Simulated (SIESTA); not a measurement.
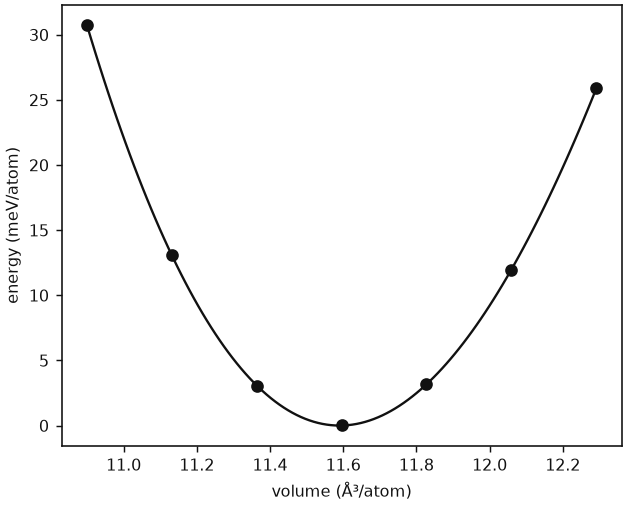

The plot gives the computed energy against volume for Ti₂O, space group P-3m1 (No. 164).

Structure:
```xyz
3
Lattice="2.9194 0.0000 0.0000 -1.4597 2.5283 0.0000 0.0000 0.0000 4.7130" Properties=species:S:1:pos:R:3 pbc="T T T"
Ti    0.0000    1.6855    3.3993
Ti    1.4597    0.8428    1.3137
O     0.0000    0.0000    0.0000
```

Method: DFT in numerical atomic orbitals with pseudopotentials, no spin polarisation; energies at scaled volumes of the given cell, shape and fractions fixed, counted from the fit's minimum, third-order Birch-Murnaghan fit (SIESTA 5.4.2). Level: LDA.

- k mesh: 10×10×6
- occupations: Fermi–Dirac
- smearing width: 0.05 eV
- potentials: PseudoDojo 0.4 standard, converted to PSML, two zetas on semicore shells
- program settings: basis DZP, mesh cutoff 800 Ry

From this curve and the settings, what does the calculation give for the pressure at the same points?

The pressure falls from 15.02 GPa at volume 10.90 Å³/atom to −11.24 GPa at 12.29 Å³/atom, and changes sign near 11.59 Å³/atom.

```json
{"volume (Å³/atom)": "10.90", "pressure (GPa)": "15.02"}
{"volume (Å³/atom)": "11.13", "pressure (GPa)": "9.48"}
{"volume (Å³/atom)": "11.36", "pressure (GPa)": "4.44"}
{"volume (Å³/atom)": "11.60", "pressure (GPa)": "-0.12"}
{"volume (Å³/atom)": "11.83", "pressure (GPa)": "-4.18"}
{"volume (Å³/atom)": "12.06", "pressure (GPa)": "-7.87"}
{"volume (Å³/atom)": "12.29", "pressure (GPa)": "-11.24"}
```

Note: mulliken charges of long orbitals; shape and atomic fractions are frozen while scaling, which makes layered, chain and framework solids too stiff.
